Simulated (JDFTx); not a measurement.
**Run report: Ti, geometry relaxation**

System: Ti (I4/mmm, 1 atom in the cell).
Method: Kohn-Sham DFT of a periodic cell, PBEsol, PseudoDojo-SR-PBEsol-0.4.1-standard, no spin polarisation (JDFTx 1.7.0 (patched build)).

The structure derives from an entry of the Crystallography Open Database. It belongs to a series of runs on one base structure; here: relaxed cell strained by -0.01 in Voigt component 1.

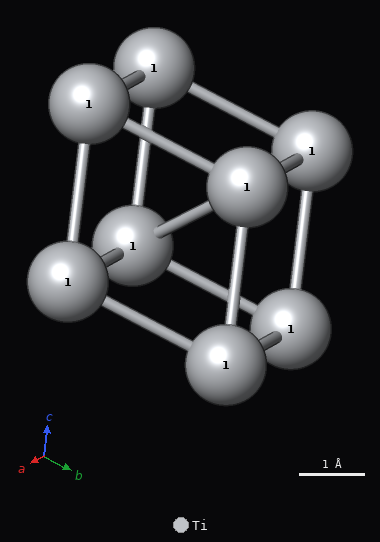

Figure 1. The structure as given in the input (ball-and-stick view of the cell of the calculation, seen slightly off an axis; atoms are numbered from 1 in the order of the input).

## Input
```
lattice \
   -3.0028779040     3.0028779040     3.0028779040 \
    3.0332100040    -3.0332100040     3.0332100040 \
    3.0332100040     3.0332100040    -3.0332100040
coords-type Lattice
ion Ti     0.0000000000     0.0000000000     0.0000000000 1

ion-species pseudo/Ti.upf
elec-cutoff 42
elec-ex-corr gga-PBEsol
kpoint-folding 11 11 11
elec-smearing Fermi 0.0018374661
elec-n-bands 11
electronic-SCF nIterations 100 energyDiffThreshold 1e-10
electronic-minimize nIterations 30 energyDiffThreshold 1e-7
forces-output-coords Cartesian
ionic-minimize nIterations 20 energyDiffThreshold 1e-8 knormThreshold 2e-5

dump-name run.$VAR
dump End Ecomponents EigStats BandEigs Kpoints Forces Stress ElecDensity Dtot KEdensity
```

Hardware: 1 thread of Intel Xeon @ 2.90GHz (Ice Lake), 16 GiB of memory available, shared host.

Launched with:
```bash
jdftx -c 1 -i Ti.in -o Ti.out
```

## Log
```
*************** JDFTx 1.7.0 (patched build) ***************

Input parsed successfully to the following command list (including defaults):
[... the input with its defaults ...]

---------- Setting up symmetries ----------

Found 16 point-group symmetries of the bravais lattice
Found 16 space-group symmetries with basis
Applied RMS atom displacement 0 bohrs to make symmetries exact.

---------- Initializing the Grid ----------
R =
[     -3.00288      3.00288      3.00288  ]
[      3.03321     -3.03321      3.03321  ]
[      3.03321      3.03321     -3.03321  ]
unit cell volume = 110.51
G =
[ -2.81776e-17    1.03573    1.03573  ]
[    1.04619 -4.80587e-17    1.03573  ]
[    1.04619    1.03573 -4.80587e-17  ]
Minimum fftbox size, Smin = [  32  32  32  ]
Chosen fftbox size, S = [  32  32  32  ]

---------- Exchange Correlation functional ----------
Initalized PBEsol GGA exchange.
Initalized PBEsol GGA correlation.

---------- Setting up pseudopotentials ----------
Width of ionic core gaussian charges (only for fluid interactions / plotting) set to 0

Reading pseudopotential file 'pseudo/Ti.upf':
  'Ti' pseudopotential, 'PBESOL' functional
  Generated using ONCVPSP code by D. R. Hamann
  12 valence electrons, 4 orbitals, 6 projectors, 1001 radial grid points, with lMax = 2
    3S    l: 0   occupation:  2.0   eigenvalue: -2.295026
    3P    l: 1   occupation:  6.0   eigenvalue: -1.424955
    3D    l: 2   occupation:  2.0   eigenvalue: -0.157121
    4S    l: 0   occupation:  2.0   eigenvalue: -0.164537
  Core radius for overlap checks: 1.61 bohrs.

Initialized 1 species with 1 total atoms.

Folded 1 k-points by 11x11x11 to 1331 k-points.

---------- Setting up k-points, bands, fillings ----------
Reduced to 126 k-points under symmetry.
Computing the number of bands and number of electrons
Calculating initial fillings.
nElectrons:  12.000000   nBands: 11   nStates: 126

----- Setting up reduced wavefunction bases (one per k-point) -----
average nbasis = 1436.443 , ideal nbasis = 1436.715

---------- Setting up ewald sum ----------
Optimum gaussian width for ewald sums = 1.887542 bohr.
Real space sum over 2197 unit cells with max indices [  6  6  6  ]
Reciprocal space sum over 2197 terms with max indices [  6  6  6  ]

---------- Allocating electronic variables ----------
Initializing wave functions:  linear combination of atomic orbitals
Note: number of bands (11) exceeds available atomic orbitals (10)
Ti pseudo-atom occupations:   s ( 2 2 )  p ( 6 )  d ( 2 )
	FillingsUpdate:  mu: +0.565233861  nElectrons: 12.000000
LCAOMinimize: Iter:   0  F: -58.2438605125406141  |grad|_K:  3.528e-04  alpha:  1.000e+00
	FillingsUpdate:  mu: +0.559122001  nElectrons: 12.000000
LCAOMinimize: Iter:   1  F: -58.2444765411690497  |grad|_K:  1.638e-06  alpha:  6.544e-01  linmin: -2.517e-03  cgtest:  1.857e-02
LCAOMinimize: Encountered beta<0, resetting CG.
	FillingsUpdate:  mu: +0.559122296  nElectrons: 12.000000
LCAOMinimize: Iter:   2  F: -58.2444765589645854  |grad|_K:  2.519e-07  alpha:  8.700e-01  linmin: -1.689e-04  cgtest:  1.397e-03
	FillingsUpdate:  mu: +0.559122296  nElectrons: 12.000000
LCAOMinimize: Iter:   3  F: -58.2444765593608551  |grad|_K:  3.259e-09  alpha:  8.170e-01  linmin: -8.304e-02  cgtest:  3.898e-01
LCAOMinimize: Encountered beta<0, resetting CG.
LCAOMinimize: Converged (|Delta F|<1.000000e-06 for 2 iters).

-------- Electronic minimization -----------
Will mix electronic density at each iteration.
	FillingsUpdate:  mu: +0.559122296  nElectrons: 12.000000
	FillingsUpdate:  mu: +0.538264926  nElectrons: 12.000000
SCF: Cycle:  0   F: -58.265877561865381   dF: -2.140e-02   |Residual|: 1.229e-01   |deigs|: 4.552e-02
	FillingsUpdate:  mu: +0.516173527  nElectrons: 12.000000
SCF: Cycle:  1   F: -58.282297828738415   dF: -1.642e-02   |Residual|: 1.865e-02   |deigs|: 3.862e-02
	FillingsUpdate:  mu: +0.512259591  nElectrons: 12.000000
SCF: Cycle:  2   F: -58.282794352594706   dF: -4.965e-04   |Residual|: 8.525e-03   |deigs|: 6.384e-03
	FillingsUpdate:  mu: +0.513479533  nElectrons: 12.000000
SCF: Cycle:  3   F: -58.282793404984851   dF: +9.476e-07   |Residual|: 4.783e-03   |deigs|: 2.385e-03
	FillingsUpdate:  mu: +0.512755143  nElectrons: 12.000000
SCF: Cycle:  4   F: -58.282816854827438   dF: -2.345e-05   |Residual|: 5.573e-04   |deigs|: 1.263e-03
	FillingsUpdate:  mu: +0.512813687  nElectrons: 12.000000
SCF: Cycle:  5   F: -58.282817061719456   dF: -2.069e-07   |Residual|: 4.384e-04   |deigs|: 8.372e-05
	FillingsUpdate:  mu: +0.512731975  nElectrons: 12.000000
SCF: Cycle:  6   F: -58.282817411971187   dF: -3.503e-07   |Residual|: 6.180e-05   |deigs|: 1.386e-04
	FillingsUpdate:  mu: +0.512730165  nElectrons: 12.000000
SCF: Cycle:  7   F: -58.282817438956343   dF: -2.699e-08   |Residual|: 5.045e-05   |deigs|: 1.329e-05
	FillingsUpdate:  mu: +0.512735166  nElectrons: 12.000000
SCF: Cycle:  8   F: -58.282817449482224   dF: -1.053e-08   |Residual|: 3.093e-05   |deigs|: 1.528e-05
	FillingsUpdate:  mu: +0.512738638  nElectrons: 12.000000
SCF: Cycle:  9   F: -58.282817451781007   dF: -2.299e-09   |Residual|: 1.514e-05   |deigs|: 1.222e-05
	FillingsUpdate:  mu: +0.512741105  nElectrons: 12.000000
SCF: Cycle: 10   F: -58.282817452298907   dF: -5.179e-10   |Residual|: 3.420e-06   |deigs|: 9.913e-06
	FillingsUpdate:  mu: +0.512742081  nElectrons: 12.000000
SCF: Cycle: 11   F: -58.282817452400607   dF: -1.017e-10   |Residual|: 1.664e-06   |deigs|: 1.129e-05
	FillingsUpdate:  mu: +0.512741964  nElectrons: 12.000000
SCF: Cycle: 12   F: -58.282817452422130   dF: -2.152e-11   |Residual|: 1.571e-06   |deigs|: 9.290e-06
	FillingsUpdate:  mu: +0.512742511  nElectrons: 12.000000
SCF: Cycle: 13   F: -58.282817452425533   dF: -3.403e-12   |Residual|: 8.272e-07   |deigs|: 7.912e-06
SCF: Converged (|Delta E|<1.000000e-10 for 2 iters).

Setting wave functions to eigenvectors of Hamiltonian

# Stress tensor in Cartesian coordinates [Eh/a0^3]:
[ -2.50844e-05            0            0  ]
[            0 -4.64091e-05            0  ]
[            0            0 -4.64091e-05  ]

# Ionic positions in lattice coordinates:
ion Ti   0.000000000000000   0.000000000000000   0.000000000000000 1

# Forces in Cartesian coordinates:
force Ti   0.000000000000000   0.000000000000000  -0.000000000000000 1

# Energy components:
   Eewald =      -43.3375174455030958
       EH =       11.7025634949480697
     Eloc =      -42.9977449817428976
      Enl =        0.4333851835791104
      Exc =       -8.6616753012579117
 Exc_core =        1.0143045850243468
       KE =       23.5645517565757103
-------------------------------------
     Etot =      -58.2821327083766789
       TS =        0.0006847440488572
-------------------------------------
        F =      -58.2828174524255331

IonicMinimize: Iter:   0  F: -58.282817452425533  |grad|_K:  0.000e+00
IonicMinimize: Converged (|grad|_K<2.000000e-05).

#--- Lowdin population analysis ---
# oxidation-state Ti +0.108

Dumping 'run.eigStats' ...
	eMin: -1.550048 at state 0 ( [ +0.000000 +0.000000 +0.000000 ] spin 0 )
	HOMO: +0.512650 at state 38 ( [ +0.090909 +0.090909 +0.272727 ] spin 0 )
	mu  : +0.512743
	LUMO: +0.513457 at state 67 ( [ +0.090909 -0.454545 -0.454545 ] spin 0 )
	eMax: +1.168433 at state 0 ( [ +0.000000 +0.000000 +0.000000 ] spin 0 )
	HOMO-LUMO gap: +0.000807
	Optical gap  : +0.005213 at state 70 ( [ +0.090909 -0.454545 -0.181818 ] spin 0 )
Done!
```

## Results in brief

```json
{"quantity": "outcome", "value": "converged"}
{"quantity": "space group (tolerance 0.01 Å)", "value": "I4/mmm (139)"}
{"quantity": "electrons treated", "value": "12"}
{"quantity": "free energy", "value": "−1585.9563 eV"}
{"quantity": "Fermi energy", "value": "13.952 eV"}
{"quantity": "gap on the k-point mesh", "value": "none (metallic)"}
{"quantity": "pressure", "value": "1.16 GPa"}
{"quantity": "final volume", "value": "16.38 Å³"}
{"quantity": "largest force (length of the vector)", "value": "under 0.001 eV/Å"}
{"quantity": "wall time", "value": "37 s"}
{"quantity": "peak memory", "value": "0.12 GiB"}
```
